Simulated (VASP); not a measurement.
## TaN: geometry relaxation (part 2 of 2)

TaN (P6₃/mmc, 4 atoms in the cell); Kohn-Sham DFT of a periodic cell, optB86b-vdW, VASP PAW PBE potentials, recommended, no spin polarisation (VASP 6.6.1); cutoff 600 eV, 10×10×5 k-mesh, fermi-dirac of 0.05 eV. The structure derives from a Materials Project entry.

Geometry of the input (Å; fractional positions):
```
2.9218  0.0000  0.0000
-1.4609  2.5303  0.0000
0.0000  0.0000  5.9165
Ta 0.0000  0.0000  0.5000
Ta 0.0000  0.0000  0.0000
N  0.3333  0.6667  0.2500
N  0.6667  0.3333  0.7500
```

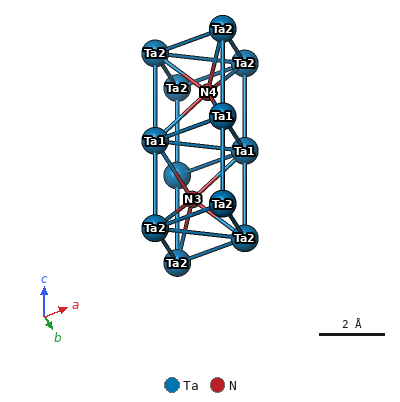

*The geometry at step 3 of the log (ball-and-stick view of the cell of the calculation, seen at an oblique angle; atoms are numbered from 1 in the order of the input).*

Parts of OUTCAR, continued:
```
------------------------ aborting loop because EDIFF is reached ----------------------------------------

  FORCE on cell =-STRESS in cart. coord.  units (eV):
  Direction    XX          YY          ZZ          XY          YZ          ZX
  --------------------------------------------------------------------------------------
  -------------------------------------------------------------------------------------
  Total        2.6058552      2.6058552      2.9902208     -0.0000000      0.0000000      0.0000000
  in kB       99.4817032     99.4817032    114.1553297     -0.0000000      0.0000000      0.0000000
  external PRESSURE =     104.3729121 kB  Pullay stress =       0.0000000 kB

 VOLUME and BASIS-vectors are now :
 -----------------------------------------------------------------------------
  energy-cutoff  :      600.00
  volume of cell :       41.97
      direct lattice vectors                 reciprocal lattice vectors
     2.879817447  0.000000000  0.000000000     0.347244233  0.200481551 -0.000000000
    -1.439908724  2.493995067  0.000000000    -0.000000000  0.400963103  0.000000000
     0.000000000  0.000000000  5.843285395     0.000000000 -0.000000000  0.171136601

 POSITION                                       TOTAL-FORCE (eV/Angst)
 -----------------------------------------------------------------------------------
      2.87982      0.00000      2.92164         0.000000      0.000000     -0.000000
      2.87982      0.00000      0.00000         0.000000      0.000000     -0.000000
     -0.00000      1.66266      1.46082        -0.000000     -0.000000      0.000000
      1.43991      0.83133      4.38246         0.000000      0.000000      0.000000
 -----------------------------------------------------------------------------------
    total drift:                               -0.000000      0.000000     -0.000000

  FREE ENERGIE OF THE ION-ELECTRON SYSTEM (eV)
  ---------------------------------------------------
  free  energy   TOTEN  =       -36.9500273918 eV

  energy  without entropy=      -36.9402203327  energy(sigma->0) =      -36.94512386

Total vdW correction in eV:      3.6799521

--------------------------------------- Ionic step        3  -------------------------------------------

 number of electron      32.0000002 magnetization

------------------------ aborting loop because EDIFF is reached ----------------------------------------

  FORCE on cell =-STRESS in cart. coord.  units (eV):
  Direction    XX          YY          ZZ          XY          YZ          ZX
  --------------------------------------------------------------------------------------
  -------------------------------------------------------------------------------------
  Total       -0.0778799     -0.0778799      0.1482320      0.0000000      0.0000000      0.0000000
  in kB       -2.8886354     -2.8886354      5.4980571      0.0000000      0.0000000      0.0000000
  external PRESSURE =      -0.0930712 kB  Pullay stress =       0.0000000 kB

 VOLUME and BASIS-vectors are now :
 -----------------------------------------------------------------------------
  energy-cutoff  :      600.00
  volume of cell :       43.20
      direct lattice vectors                 reciprocal lattice vectors
     2.908996601  0.000000000  0.000000000     0.343761144  0.198470589 -0.000000000
    -1.454498301  2.519264956  0.000000000    -0.000000000  0.396941178  0.000000000
     0.000000000  0.000000000  5.894218622     0.000000000 -0.000000000  0.169657772

 POSITION                                       TOTAL-FORCE (eV/Angst)
 -----------------------------------------------------------------------------------
     -1.45450      2.51926      2.94711         0.000000      0.000000      0.000000
     -1.45450      2.51926      0.00000         0.000000      0.000000      0.000000
     -0.00000      1.67951      1.47355         0.000000     -0.000000     -0.000000
      1.45450      0.83975      4.42066        -0.000000      0.000000      0.000000
 -----------------------------------------------------------------------------------
    total drift:                               -0.000000      0.000000      0.000000

  FREE ENERGIE OF THE ION-ELECTRON SYSTEM (eV)
  ---------------------------------------------------
  free  energy   TOTEN  =       -36.9886417298 eV

  energy  without entropy=      -36.9786231269  energy(sigma->0) =      -36.98363243

Total vdW correction in eV:      3.7499323

--------------------------------------- Ionic step        4  -------------------------------------------

 number of electron      32.0000002 magnetization

------------------------ aborting loop because EDIFF is reached ----------------------------------------

  FORCE on cell =-STRESS in cart. coord.  units (eV):
  Direction    XX          YY          ZZ          XY          YZ          ZX
  --------------------------------------------------------------------------------------
  -------------------------------------------------------------------------------------
  Total       -0.0571853     -0.0571853      0.1700864      0.0000000     -0.0000000     -0.0000000
  in kB       -2.1215880     -2.1215880      6.3102405      0.0000000     -0.0000000     -0.0000000
  external PRESSURE =       0.6890215 kB  Pullay stress =       0.0000000 kB

 VOLUME and BASIS-vectors are now :
 -----------------------------------------------------------------------------
  energy-cutoff  :      600.00
  volume of cell :       43.19
      direct lattice vectors                 reciprocal lattice vectors
     2.908741134  0.000000000  0.000000000     0.343791336  0.198488020 -0.000000000
    -1.454370567  2.519043715  0.000000000    -0.000000000  0.396976041  0.000000000
     0.000000000  0.000000000  5.893772695     0.000000000 -0.000000000  0.169670609

 POSITION                                       TOTAL-FORCE (eV/Angst)
 -----------------------------------------------------------------------------------
      2.90874      0.00000      2.94689         0.000000      0.000000      0.000000
      2.90874      0.00000      0.00000        -0.000000      0.000000      0.000000
     -0.00000      1.67936      1.47344        -0.000000     -0.000000     -0.000000
      1.45437      0.83968      4.42033         0.000000      0.000000      0.000000
 -----------------------------------------------------------------------------------
    total drift:                               -0.000000      0.000000     -0.000000

  FREE ENERGIE OF THE ION-ELECTRON SYSTEM (eV)
  ---------------------------------------------------
  free  energy   TOTEN  =       -36.9886416212 eV

  energy  without entropy=      -36.9786250349  energy(sigma->0) =      -36.98363333

Total vdW correction in eV:      3.7493429

--------------------------------------- Ionic step        5  -------------------------------------------

 number of electron      32.0000002 magnetization

------------------------ aborting loop because EDIFF is reached ----------------------------------------

  FORCE on cell =-STRESS in cart. coord.  units (eV):
  Direction    XX          YY          ZZ          XY          YZ          ZX
  --------------------------------------------------------------------------------------
  -------------------------------------------------------------------------------------
  Total        0.0645307      0.0645307     -0.1031624     -0.0000000      0.0000000      0.0000000
  in kB        2.3943330      2.3943330     -3.8277150     -0.0000000      0.0000000      0.0000000
  external PRESSURE =       0.3203170 kB  Pullay stress =       0.0000000 kB

 VOLUME and BASIS-vectors are now :
 -----------------------------------------------------------------------------
  energy-cutoff  :      600.00
  volume of cell :       43.18
      direct lattice vectors                 reciprocal lattice vectors
     2.906327611  0.000000000 -0.000000000     0.344076833  0.198652852  0.000000000
    -1.453163805  2.516953543  0.000000000    -0.000000000  0.397305704  0.000000000
     0.000000000 -0.000000000  5.903001125     0.000000000  0.000000000  0.169405355

 POSITION                                       TOTAL-FORCE (eV/Angst)
 -----------------------------------------------------------------------------------
      0.00000     -0.00000      2.95150         0.000000      0.000000      0.000000
     -0.00000      0.00000      0.00000         0.000000     -0.000000      0.000000
     -0.00000      1.67797      1.47575        -0.000000     -0.000000     -0.000000
      1.45316      0.83898      4.42725        -0.000000      0.000000      0.000000
 -----------------------------------------------------------------------------------
    total drift:                               -0.000000      0.000000      0.000000

  FREE ENERGIE OF THE ION-ELECTRON SYSTEM (eV)
  ---------------------------------------------------
  free  energy   TOTEN  =       -36.9886888512 eV

  energy  without entropy=      -36.9786472268  energy(sigma->0) =      -36.98366804

Total vdW correction in eV:      3.7486394

--------------------------------------- Ionic step        6  -------------------------------------------

 number of electron      32.0000002 magnetization

 Free energy of the ion-electron system (eV)
  ---------------------------------------------------
  ext. energy  EPLUGINS =         0.00000000
  ---------------------------------------------------
  free energy    TOTEN  =       -36.98874582 eV

  energy without entropy =      -36.97871615  energy(sigma->0) =      -36.98373099

 E-fermi :   8.1387     XC(G=0): -13.3652     alpha+bet :-15.1180

 val. band max:        8.1055136345   @ k =   0.1000   0.1000   0.4000
 cond. band min:       8.1479574703   @ k =   0.1000   0.0000   0.2000
 fundamental gap:      0.0424438358
 Fermi energy:         8.1386676135

 k-point     1 :       0.0000    0.0000    0.0000
  band No.  band energies     occupation
      1     -27.4734      2.00000
      2     -26.7054      2.00000
      3     -26.4381      2.00000
      4     -26.4381      2.00000
      5     -26.3757      2.00000
      6     -26.3757      2.00000
      7      -9.4119      2.00000
      8      -6.9790      2.00000
      9      -1.1318      2.00000
     10       3.3166      2.00000
     11       3.3166      2.00000
     12       3.8147      2.00000
     13       4.6539      2.00000
     14       6.1648      2.00000
     15       6.1648      2.00000
     16       7.9085      1.98015
     17       7.9085      1.98015
     18       8.7060      0.00002
     19       8.7060      0.00002
     20      10.4692      0.00000

 k-point     2 :       0.1000    0.0000    0.0000
  band No.  band energies     occupation
      1     -27.4476      2.00000
      2     -26.6901      2.00000
      3     -26.5536      2.00000
      4     -26.4817      2.00000
      5     -26.4628      2.00000
      6     -26.3989      2.00000
      7      -9.1908      2.00000
      8      -7.0529      2.00000
      9      -0.7751      2.00000
     10       3.1719      2.00000
     11       3.3826      2.00000
     12       4.0426      2.00000
     13       4.0632      2.00000
     14       5.1874      2.00000
     15       5.7796      2.00000
     16       8.0830      1.50520
     17       8.2709      0.13255
     18       8.6918      0.00003
     19       9.2321      0.00000
     20      10.5674      0.00000

 k-point     3 :       0.2000    0.0000    0.0000
  band No.  band energies     occupation
      1     -27.3794      2.00000
      2     -26.8459      2.00000
      3     -26.7520      2.00000
      4     -26.6497      2.00000
      5     -26.5270      2.00000
      6     -26.4592      2.00000
      7      -8.6070      2.00000
      8      -7.2256      2.00000
      9       0.1299      2.00000
     10       2.8274      2.00000
     11       3.0568      2.00000
     12       3.1456      2.00000
     13       3.4109      2.00000
     14       4.8386      2.00000
     15       5.2897      2.00000
     16       7.8535      1.99336
     17       8.7240      0.00002
     18       9.3143      0.00000
     19      10.2592      0.00000
     20      10.9064      0.00000

 k-point     4 :       0.3000    0.0000    0.0000
  band No.  band energies     occupation
      1     -27.2958      2.00000
      2     -27.1872      2.00000
      3     -27.0717      2.00000
      4     -26.6052      2.00000
      5     -26.5997      2.00000
      6     -26.5327      2.00000
      7      -7.9948      2.00000
      8      -7.2437      2.00000
      9       0.8423      2.00000
     10       1.2442      2.00000
     11       2.6660      2.00000
     12       2.7132      2.00000
     13       3.1641      2.00000
     14       5.0823      2.00000
     15       5.2093      2.00000
     16       7.1308      2.00000
     17       9.5397      0.00000
     18      10.8245      0.00000
     19      11.4100      0.00000
     20      11.4895      0.00000

 k-point     5 :       0.4000    0.0000    0.0000
  band No.  band energies     occupation
      1     -27.4563      2.00000
      2     -27.3202      2.00000
      3     -27.2211      2.00000
      4     -26.6675      2.00000
      5     -26.5915      2.00000
      6     -26.5588      2.00000
      7      -7.9402      2.00000
      8      -6.6775      2.00000
      9      -0.1900      2.00000
     10       0.6597      2.00000
     11       2.6682      2.00000
     12       2.8594      2.00000
     13       3.5069      2.00000
     14       4.7023      2.00000
     15       5.3064      2.00000
     16       6.3710      2.00000
     17      11.0900      0.00000
     18      11.3640      0.00000
     19      12.4191      0.00000
     20      12.5039      0.00000

 [... the levels of 18 k-points are left out ...]

 k-point    24 :       0.4000    0.1000    0.2000
  band No.  band energies     occupation
      1     -27.4849      2.00000
      2     -27.3737      2.00000
      3     -27.1353      2.00000
      4     -26.7477      2.00000
      5     -26.6809      2.00000
      6     -26.6084      2.00000
      7      -7.7425      2.00000
      8      -6.6495      2.00000
      9      -0.2434      2.00000
     10       0.9950      2.00000
     11       1.8986      2.00000
     12       3.1601      2.00000
     13       3.4918      2.00000
     14       3.8286      2.00000
     15       5.9647      2.00000
     16       6.4424      2.00000
     17      10.8453      0.00000
     18      11.5117      0.00000
     19      12.1208      0.00000
     20      12.9450      0.00000

 [... further k-points ...]

------------------------ aborting loop because EDIFF is reached ----------------------------------------

  FORCE on cell =-STRESS in cart. coord.  units (eV):
  Direction    XX          YY          ZZ          XY          YZ          ZX
  --------------------------------------------------------------------------------------
  -------------------------------------------------------------------------------------
  Total        0.0145912      0.0145912      0.0115202     -0.0000000     -0.0000000     -0.0000000
  in kB        0.5413654      0.5413654      0.4274268     -0.0000000     -0.0000000     -0.0000000
  external PRESSURE =       0.5033859 kB  Pullay stress =       0.0000000 kB

 VOLUME and BASIS-vectors are now :
 -----------------------------------------------------------------------------
  energy-cutoff  :      600.00
  volume of cell :       43.18
      direct lattice vectors                 reciprocal lattice vectors
     2.907351728  0.000000000 -0.000000000     0.343955632  0.198582877  0.000000000
    -1.453675864  2.517840454  0.000000000    -0.000000000  0.397165753  0.000000000
     0.000000000 -0.000000000  5.899085275     0.000000000  0.000000000  0.169517807

 POSITION                                       TOTAL-FORCE (eV/Angst)
 -----------------------------------------------------------------------------------
      0.00000     -0.00000      2.94954         0.000000      0.000000      0.000000
      0.00000      0.00000      0.00000         0.000000     -0.000000      0.000000
     -0.00000      1.67856      1.47477         0.000000     -0.000000     -0.000000
      1.45368      0.83928      4.42431        -0.000000      0.000000      0.000000
 -----------------------------------------------------------------------------------
    total drift:                               -0.000000      0.000000      0.000000

  FREE ENERGIE OF THE ION-ELECTRON SYSTEM (eV)
  ---------------------------------------------------
  free  energy   TOTEN  =       -36.9887458204 eV

  energy  without entropy=      -36.9787161550  energy(sigma->0) =      -36.98373099

Total vdW correction in eV:      3.7489313

 reached required accuracy - stopping structural energy minimisation
```

CONTCAR:
```
TaN
   1.00000000000000
     2.9073517277109775    0.0000000000002846   -0.0000000000000000
    -1.4536758639049958    2.5178404539595856    0.0000000000000000
     0.0000000000000000   -0.0000000000000000    5.8990852750163345
  Ta              N
     2     2
Direct
     0.0000000000000000    0.0000000000000000    0.5000000000000000
     0.0000000000000000    0.0000000000000000    0.0000000000000000
     0.3333333332999970    0.6666666667000030    0.2500000000000000
     0.6666666667000030    0.3333333332999970    0.7500000000000000

  0.00000000E+00  0.00000000E+00  0.00000000E+00
  0.00000000E+00  0.00000000E+00  0.00000000E+00
  0.00000000E+00  0.00000000E+00  0.00000000E+00
  0.00000000E+00  0.00000000E+00  0.00000000E+00
```

Trajectory as extended XYZ (Å, eV, eV/Å), 6 frames, from step=0 to step=5:
```
4
Lattice="2.9218 0.0000 0.0000 -1.4609 2.5303 0.0000 0.0000 0.0000 5.9165" Properties=species:S:1:pos:R:3:forces:R:3 step=0 energy=-36.98137
Ta    0.0000    0.0000    2.9583    0.0000   0.0000   0.0000
Ta    0.0000    0.0000    0.0000    0.0000   0.0000   0.0000
N     0.0000    1.6869    1.4791    0.0000   0.0000   0.0000
N     1.4609    0.8434    4.4374    0.0000   0.0000   0.0000
4
Lattice="2.8798 0.0000 0.0000 -1.4399 2.4940 0.0000 0.0000 0.0000 5.8433" Properties=species:S:1:pos:R:3:forces:R:3 step=1 energy=-36.95003
Ta    2.8798    0.0000    2.9216    0.0000   0.0000   0.0000
Ta    2.8798    0.0000    0.0000    0.0000   0.0000   0.0000
N     0.0000    1.6627    1.4608    0.0000   0.0000   0.0000
N     1.4399    0.8313    4.3825    0.0000   0.0000   0.0000
4
Lattice="2.9090 0.0000 0.0000 -1.4545 2.5193 0.0000 0.0000 0.0000 5.8942" Properties=species:S:1:pos:R:3:forces:R:3 step=2 energy=-36.98864
Ta   -1.4545    2.5193    2.9471    0.0000   0.0000   0.0000
Ta   -1.4545    2.5193    0.0000    0.0000   0.0000   0.0000
N     0.0000    1.6795    1.4736    0.0000   0.0000   0.0000
N     1.4545    0.8398    4.4207    0.0000   0.0000   0.0000
4
Lattice="2.9087 0.0000 0.0000 -1.4544 2.5190 0.0000 0.0000 0.0000 5.8938" Properties=species:S:1:pos:R:3:forces:R:3 step=3 energy=-36.98864
Ta    2.9087    0.0000    2.9469    0.0000   0.0000   0.0000
Ta    2.9087    0.0000    0.0000    0.0000   0.0000   0.0000
N     0.0000    1.6794    1.4734    0.0000   0.0000   0.0000
N     1.4544    0.8397    4.4203    0.0000   0.0000   0.0000
4
Lattice="2.9063 0.0000 -0.0000 -1.4532 2.5170 0.0000 0.0000 -0.0000 5.9030" Properties=species:S:1:pos:R:3:forces:R:3 step=4 energy=-36.98869
Ta    0.0000    0.0000    2.9515    0.0000   0.0000   0.0000
Ta    0.0000    0.0000    0.0000    0.0000   0.0000   0.0000
N     0.0000    1.6780    1.4757    0.0000   0.0000   0.0000
N     1.4532    0.8390    4.4273    0.0000   0.0000   0.0000
4
Lattice="2.9074 0.0000 -0.0000 -1.4537 2.5178 0.0000 0.0000 -0.0000 5.8991" Properties=species:S:1:pos:R:3:forces:R:3 step=5 energy=-36.98875
Ta    0.0000    0.0000    2.9495    0.0000   0.0000   0.0000
Ta    0.0000    0.0000    0.0000    0.0000   0.0000   0.0000
N     0.0000    1.6786    1.4748    0.0000   0.0000   0.0000
N     1.4537    0.8393    4.4243    0.0000   0.0000   0.0000
```

Summary:

```tsv
quantity	value
outcome	converged
space group (tolerance 0.01 Å)	P6₃/mmc (194)
electrons treated	32
free energy	−36.9887 eV
Fermi energy	8.139 eV
gap on the k-point mesh	none (metallic)
pressure	0.05 GPa
final volume	43.18 Å³
largest force (length of the vector) at the end	under 0.001 eV/Å
final cell	a = 2.907 Å, b = 2.907 Å, c = 5.899 Å, α = 90.00°, β = 90.00°, γ = 120.00°
hardware	1 thread of Intel Xeon @ 2.50GHz (Skylake/Cascade Lake), 128 GiB of memory available, shared host
wall time	6.8 min
peak memory	0.39 GiB
```

Spin–orbit coupling is left out, which matters for Ta.
